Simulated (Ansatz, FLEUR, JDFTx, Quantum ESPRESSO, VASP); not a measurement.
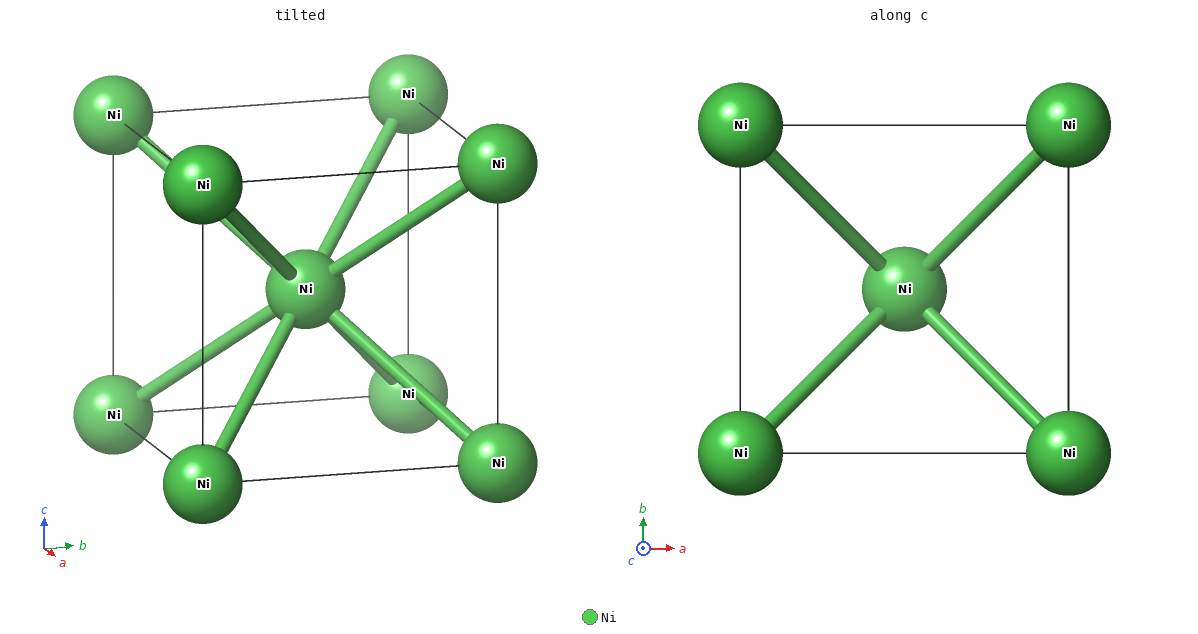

Ni, body-centred cubic (W type), space group Im-3m (No. 229), a = 2.767 Å, b = 2.767 Å, c = 2.767 Å, α = 90.00°, β = 90.00°, γ = 90.00° (10.60 Å³/atom). Crystal structure, ball-and-stick style, seen slightly off an axis and along the c axis. Atoms at the boundary of the conventional unit cell (the box) are drawn once for each face, edge or corner they touch. The cell is a structure listed in the Materials Project. This isn't the form of Ni at room conditions, which is fcc.

The cell was scaled uniformly, at fixed shape and fractional positions, in six programs or potential sets. Alike in all runs: functional PBE; k mesh 13 × 13 × 13 on the run's cell of 1 atom; occupations fermi-dirac, width 0.05 eV; no spin-orbit coupling.

Energies from Ansatz (Ansatz PAW soft_1):

| volume (Å³/atom) | E − E(lowest point) (meV/atom) |
| --- | --- |
| 9.962 | 70.95 |
| 10.174 | 43.24 |
| 10.385 | 23.03 |
| 10.597 | 9.52 |
| 10.809 | 2.05 |
| 11.021 | 0.00 |
| 11.233 | 2.75 |

### Fit a third-order Birch-Murnaghan equation of state to these points.

V0 = 11.00 Å³/atom (a0 = 2.802 Å), B0 = 192 GPa and B0′ = 4.6. V0 lies 3.8 % above the volume of the cell as given.

The same fit in all programs:

| program | V0 (Å³/atom) | a0 (Å) | B0 (GPa) | B0′ |
| --- | --- | --- | --- | --- |
| Ansatz (Ansatz PAW soft_1) | 11.00 | 2.802 | 192 | 4.6 |
| JDFTx (PseudoDojo 0.5 standard) | 11.01 | 2.803 | 190 | 4.8 |
| VASP (PBE potentials, release 64 Ni) | 11.00 | 2.802 | 189 | 4.6 |
| FLEUR (all-electron) | 11.00 | 2.802 | 193 | 4.6 |
| Ansatz LAPW (all-electron) | ? | ? | ? | ? |
| Quantum ESPRESSO (SSSP 1.3 efficiency) | 11.01 | 2.802 | 192 | 4.8 |

### Estimate the row of Ansatz LAPW (all-electron).

V0 = 11.00 Å³/atom, a0 = 2.802 Å, B0 = 192 GPa and B0′ = 4.6. The other rows span 11.00 to 11.01 Å³/atom and 189 to 193 GPa.

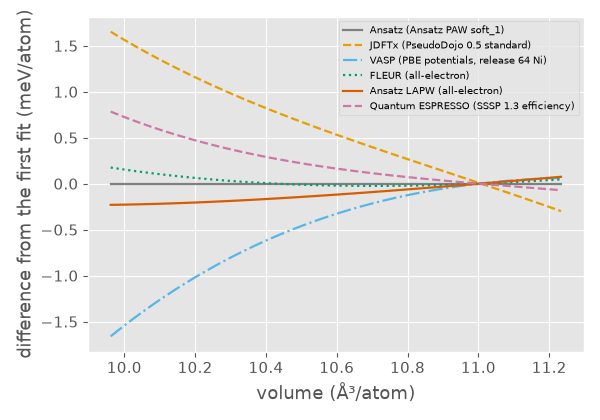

Each fitted curve, counted from its own minimum, less that of Ansatz (Ansatz PAW soft_1). With one functional throughout, the spread comes from potentials, basis sets and numerical settings; B0′ is uncertain by a few tenths over so narrow a range. Each run keeps the magnetic state that it reached from a ferromagnetic start.
